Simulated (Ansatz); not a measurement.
## A series of single points on Re

System: Re (2 atoms in the cell).
Method: DFT PBE, scalar-relativistic, plane waves, PAW, no spin polarisation (Ansatz 0.2.0).

The 5 runs differ only in the geometry, by a shift of atoms along one path in a fixed cell. The shift s is measured from run 3: Re2 moves along the Cartesian direction (0.00, 1.00, 0.00), and Re1 with it in fixed proportion. The structure derives from a Materials Project entry.

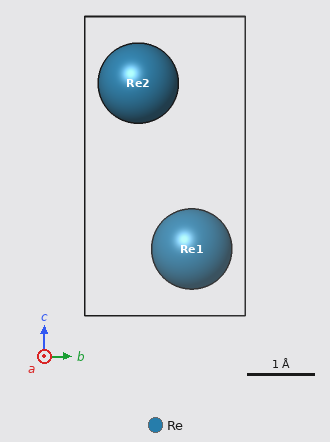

Figure 1. The structure of run 3 (ball-and-stick view of the cell of the calculation, along the a axis; atoms are numbered from 1 in the order of the input).

## Input of run 3
```yaml
crystal:
  lattice:
    - [2.7748241524, 0.0, 0.0]
    - [-1.3874120762, 2.403068207, 0.0]
    - [0.0, 0.0, 4.4842238099]
  atoms:
    - { symbol: Re, position: [0.3333333333, 0.6666666667, 0.2229050098] }
    - { symbol: Re, position: [0.6666666667, 0.3333333333, 0.7770949902] }
basis:
  ecutwfc: 420
kpoints:
  mp_grid: { grid: [18, 18, 10] }
hamiltonian:
  xc: pbe
scf:
  occupations: { method: gaussian, width: 0.15 }
output:
  forces: true
  stress: true
  eigenvalues: true
```

Command:
```bash
ansatz run input.yaml --threads 1 --pin off --max-ram 2048MiB --backend cpu --events-out ev --progress --plain --runs-dir out
```

Run 2 differs from it as follows:
```diff
-    - { symbol: Re, position: [0.3333333333, 0.6666666667, 0.2229050098] }
-    - { symbol: Re, position: [0.6666666667, 0.3333333333, 0.7770949902] }
+    - { symbol: Re, position: [0.3418640941, 0.6837281882, 0.2229050098] }
+    - { symbol: Re, position: [0.6581359059, 0.3162718118, 0.7770949902] }
```

## Results, with one run withheld

```csv
run,shift s of Re2 (Å),"free energy per atom, from the lowest run given (meV)",pressure (GPa),force along the path (eV/Å)
1,−0.0820,45.47,10.86,2.196
2,−0.0410,?,?,?
3,0.0000,0.00,9.51,0.000
4,0.0410,11.09,9.79,−1.062
5,0.0820,42.78,10.56,−2.013
```

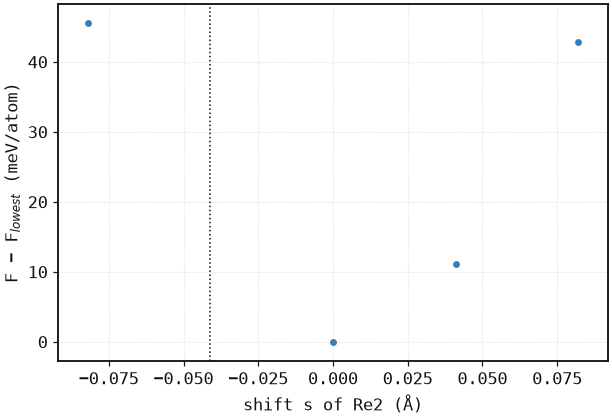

Figure 2. Free energy per atom of the runs given; the dotted line marks run 2.

Estimate the energy of run 2 from the others.

A quadratic polynomial in the coordinate, fitted to the 4 runs given, misses them by at most 0.43 meV per atom. With x = s − 0.0103, it reads F = 0.85551 + 119.26 x + 6522.8 x² (meV per atom). At run 2 it gives 11.90 meV per atom, and the run itself gives 11.45. The slope of the fit gives a force −dF/ds of 1.100 eV/Å along the path (summed over the atoms that move), and the printed forces give 1.117 eV/Å. The fit has its minimum at s = 0.0012 Å.

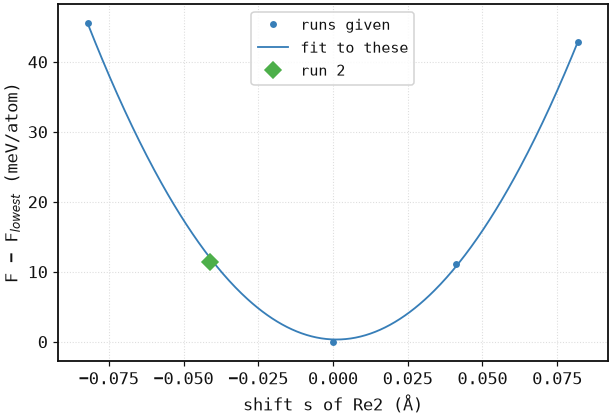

Figure 3. The fit and the withheld run.

## Output, shortened to warnings, some set-up lines, iterations and results (run 2)
```
Basis set: ecut = 420 eV, 579 PW (Γ), exchange–correlation on 40×40×60 points (8 copies of the dense FFT grid, shifted against one another)
Symmetry: 4 space group operations
k-points: 866 of 3240
Initial density: superposition of atomic densities (neutral atoms: chi_scale 0, normalization atom), corrected by the library's trained network
[...]
SCF iter   1: F=—  HF=-21735.922593 eV  |F-HF|=—  |Δ(HF+E_count)|=         —  Δρ=1.08e-2  dr2=2.53e-2  ethr=1.77e-3  ⟨swp⟩=5.2  Hψ=73697  notcnv=0
SCF iter   2: F=—  HF=-21735.921810 eV  |F-HF|=—  |Δ(HF+E_count)|=   7.82e-4  Δρ=6.42e-3  dr2=1.01e-2  ethr=8.43e-5  ⟨swp⟩=1.0  Hψ=23385  notcnv=0
SCF iter   3: F=—  HF=-21735.920817 eV  |F-HF|=—  |Δ(HF+E_count)|=   9.93e-4  Δρ=5.23e-4  dr2=1.68e-4  ethr=3.37e-5  ⟨swp⟩=2.0  Hψ=22533  notcnv=0
SCF iter   4: F=—  HF=-21735.920788 eV  |F-HF|=—  |Δ(HF+E_count)|=   2.93e-5  Δρ=2.24e-4  dr2=4.53e-5  ethr=5.60e-7  ⟨swp⟩=2.0  Hψ=25800  notcnv=0
SCF iter   5: F=—  HF=-21735.920773 eV  |F-HF|=—  |Δ(HF+E_count)|=   1.50e-5  Δρ=8.10e-5  dr2=5.65e-6  ethr=1.51e-7  ⟨swp⟩=2.0  Hψ=21938  notcnv=0
SCF iter   6: F=—  HF=-21735.920771 eV  |F-HF|=—  |Δ(HF+E_count)|=   1.21e-6  Δρ=1.70e-5  dr2=2.26e-7  ethr=1.88e-8  ⟨swp⟩=2.0  Hψ=22465  notcnv=0
SCF iter   7: F=-21735.920771 eV  HF=-21735.920771 eV  |F-HF|=2.54e-9  |Δ(HF+E_count)|=   4.40e-8  Δρ=2.20e-6  dr2=3.28e-9  ethr=3.33e-10  ⟨swp⟩=4.2  Hψ=52767  notcnv=0
SCF 1 converged in 7 iterations: F = -21735.920771 eV  dr2 = 3.28e-9
SCF converged after 7 iterations
Free energy (F): -21735.920771 eV
Harris-Foulkes:  -21735.920771 eV  (|F-HF|=2.54e-9)
Internal energy: -21735.906871 eV  (E = F + TS)
E sigma→0 (E₀):  -21735.913821 eV
Entropy (-TS):   -0.013900 eV (-6.950 meV/atom)
Fermi energy:    23.457106 eV
--- Per-component energies (eV) ---
  E_band       = -156.056756
  E_kinetic    = 1084.439366
  E_local      = -1616.552120  (includes V_loc(G=0)·N_el)
  E_nonlocal   = 97.469196
  E_hartree    = 587.425045
  E_xc         = -808.574077
  E_vxc        = -608.974680  (∫ρ·V_xc dr)
  E_paw        = -17318.264822  (= ΣΔE_a)
  E_vpaw       = -287.287717  (= ΣTr[D̂ρ^β])
  E_aug_tail   = -0.000142  (compensation charges beyond the density's cutoff)
  E_ewald      = -3761.849317
  E_smearing   = -0.013900  (= −TS)
  E_closure    = -0.000000  (closes the sum)
  Σ components = -21735.920771   (vs F -21735.920771, Δ=0.00e0)
--- Forces (eV/Å), atoms counted from 1 ---
  atom   1  Re     0.00000000    -0.55839501     2.61341954
  atom   2  Re    -0.00000000     0.55839501    -2.61341954
  max |Σ_I F_I| component: 0.00e0 eV/Å
--- Stress (GPa, compression-positive) ---
        5.662051       0.000000       0.000000
        0.000000       8.549943      -3.776994
        0.000000      -3.776993      15.276173
  P = ⅓ Tr σ = 9.8294 GPa (98.294 kbar)
```

Notes: Spin–orbit coupling is left out, which matters for Re.
